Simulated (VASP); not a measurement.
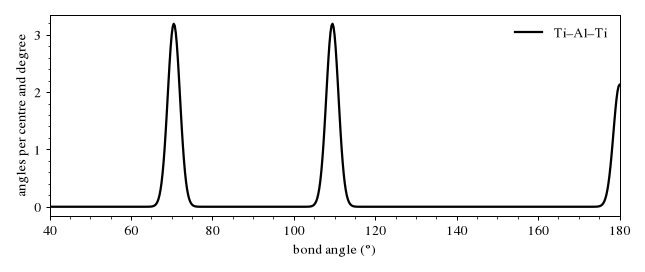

Bond-angle distributions computed from the structure of TiAl; each angle is a Gaussian of σ = 1.5°. Bonds counted: Al–Ti up to 3.08 Å. Structure used: a cell listed in the Materials Project, as set up for an electronic-structure calculation.

Q: Give the groups of angles for each curve.

A: Ti–Al–Ti: 71° (12 per centre); 109° (12 per centre); 180° (4 per centre)

Q: What coordination geometry do the angles point to, counting the bonds named above alone?

A: Al has 8 Ti neighbours in a cubic arrangement.

The structure has space group Pm-3m (No. 221); other forms of this composition would give other results.
